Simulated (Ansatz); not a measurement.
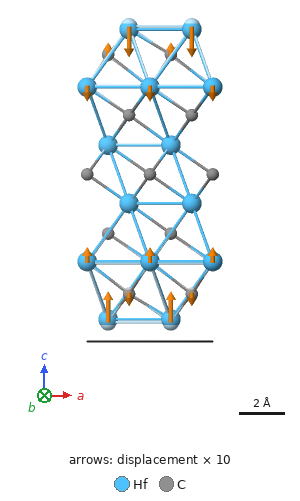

This is a relaxation of a slab of composition Hf6C5 (cut from the Fm-3m phase). The starting structure is drawn faded, the final one solid; orange arrows show the displacements, 10 times their true length.

A ball-and-stick model of the 2 × 2 repeat of the cell, outlined in the plane, without the vacuum, seen along the b axis.

Case: (1 1 1) slab, atoms relaxed. The slab is the (1 1 1) face of HfC.

Level of theory: Ansatz 0.2.0, DFT PBEsol, scalar-relativistic, plane waves, PAW. Set-up: plane-wave cutoff 420 eV; k-point mesh 12 × 12 × 1; occupations gaussian; smearing width 0.1 eV; no spin polarisation; dipole correction; atoms relaxed in a fixed cell; force threshold 0.02 eV/Å; at most 60 steps.

Q: Which element moves most?

A: Hafnium: up to 0.14 Å, against 0.06 Å for carbon.

Q: What happened in the run?

A: The largest moves relative to the layer's centre, 0.14 Å, are those of Hf atoms. Largest moves by element: Hf 0.14 Å, C 0.06 Å. The cell stays as it was. Some distances before and after: C–Hf 2.304 → 2.194 Å, C–Hf 2.304 → 2.384 Å, Hf–Hf 3.258 → 3.203 Å, C–Hf 2.304 → 2.261 Å. Bond angles that change, for instance: Hf–C–Hf 180.0° → 173.1°, Hf–C–Hf 90.0° → 95.9°, Hf–C–Hf 90.0° → 86.2°. After 5 geometry steps the energy has fallen by 0.364 eV per cell of the calculation. The largest force component goes from 1.6 to 0.00096 eV/Å.
